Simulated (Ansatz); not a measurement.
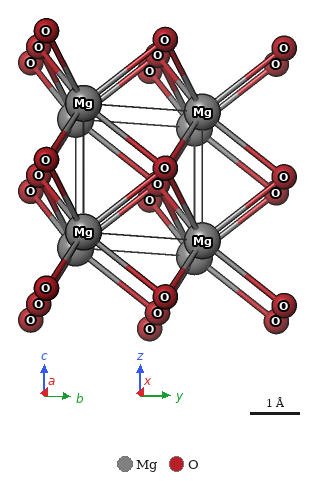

Solid MgO (P-6m2): Mg1 (one in each cell of 2 atoms) is moved over the plane of the Cartesian directions y and z, all else fixed. The picture shows the reference cell. A ball-and-stick model of the cell of the calculation, seen nearly along the normal of the scanned plane.

Theory: Ansatz 0.2.0, DFT PBEsol, scalar-relativistic, plane waves, PAW. (plane-wave cutoff 420 eV; k-point mesh 9 × 9 × 8; occupations gaussian; smearing width 0.05 eV; no spin polarisation). Energies (free energies at the smearing named) are counted from the cell as listed in its source, which wasn't relaxed.

Input file:
```yaml
crystal:
  lattice:
    - [2.9380209034, 0.0, 0.0]
    - [-1.4690104517, 2.5444007392, 0.0]
    - [0.0, 0.0, 2.67968]
  atoms:
    - { symbol: Mg, position: [0.0, 0.0, 0.0] }
    - { symbol: O, position: [0.3333333333, 0.6666666667, 0.5] }
basis:
  ecutwfc: 420
kpoints:
  mp_grid: { grid: [9, 9, 8] }
hamiltonian:
  xc: pbesol
scf:
  occupations: { method: gaussian, width: 0.05 }
output:
  forces: true
  stress: true
  eigenvalues: true
```

Command:
```bash
ansatz run input.yaml --threads 1 --pin off --max-ram 1228MiB --backend cpu --events-out ev --progress --plain --runs-dir out
```

Q: Give the energy at each point on a grid with rows −0.20, −0.10, 0.00, 0.10, 0.20 and columns −0.20, −0.10, 0.00, 0.10, 0.20 (displacement along y (Å); displacement along z (Å)).

A: Rows: displacement along y (Å); columns: displacement along z (Å); values in meV/cell.

```
       −0.20  −0.10  0.00   0.10   0.20
−0.20  139.2   72.8  50.9   72.8  139.2
−0.10   88.1   32.7  14.5   32.7   88.1
 0.00   67.9   16.8   0.0   16.8   67.9
 0.10   93.8   37.3  18.7   37.3   93.8
 0.20  185.1  109.4  84.5  109.4  185.1
```

In pairs of (displacement along y (Å); displacement along z (Å)): the lowest computed point lies at (0.00, 0.00) (0.0 meV/cell), the highest at (0.20, −0.20), (0.20, 0.20) (185.1 meV/cell).  Over the ranges scanned the energy rises by about as much along both axes.

As a map, interpolated between the computed points (dots):

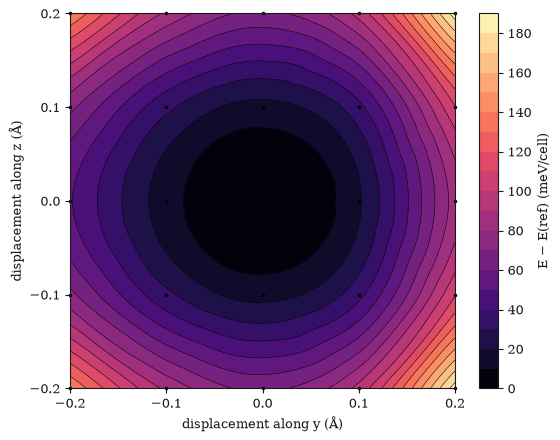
